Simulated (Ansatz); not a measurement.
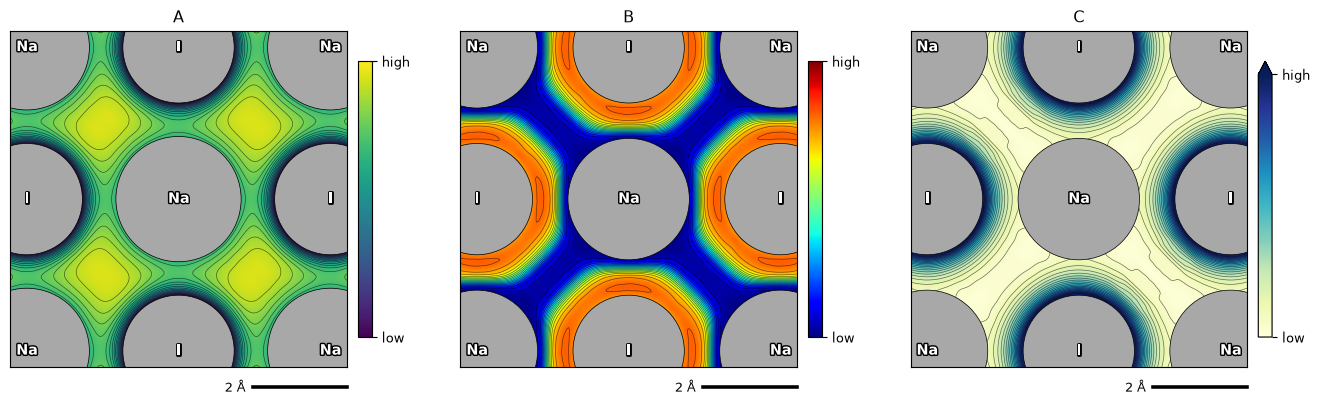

NaI: 3 fields on the (110) plane of the conventional cell, with unlabelled colour scales. Grey discs cover the atomic cores.

Space group Immm; started from the rocksalt prototype, which need not be the ambient phase; changed on purpose from its base cell (shear xy strain -1.6%).

Computed with DFT, r2SCAN, plane waves, PAW in Ansatz.

```xyz
4
Lattice="3.2036 3.2036 0.0000 -3.2559 3.2559 0.0000 0.0000 0.0000 6.4594" Properties=species:S:1:pos:R:3 pbc="T T T"
Na    0.0000    0.0000    0.0000
Na   -0.0262    3.2297    3.2297
I    -0.0262    3.2297    0.0000
I     0.0000    0.0000    3.2297
```

### Match the panels to the quantities (electron localisation function, electrostatic potential energy of an electron and valence pseudo-density).

Panel A: electrostatic potential energy of an electron (low next to the atoms, rising into the space between them). Panel B: electron localisation function. Panel C: valence pseudo-density. From the grid: Na–I (3.23 Å): ρ is about 0.13 e/Å³ halfway, with its minimum of 0.06 e/Å³ about 1.2 Å from Na; the ELF peaks at about 0.80 in the valence shell of I, 1.3 Å from its nucleus, and falls to about 0 next to Na; an ionic contact with no shared pair.
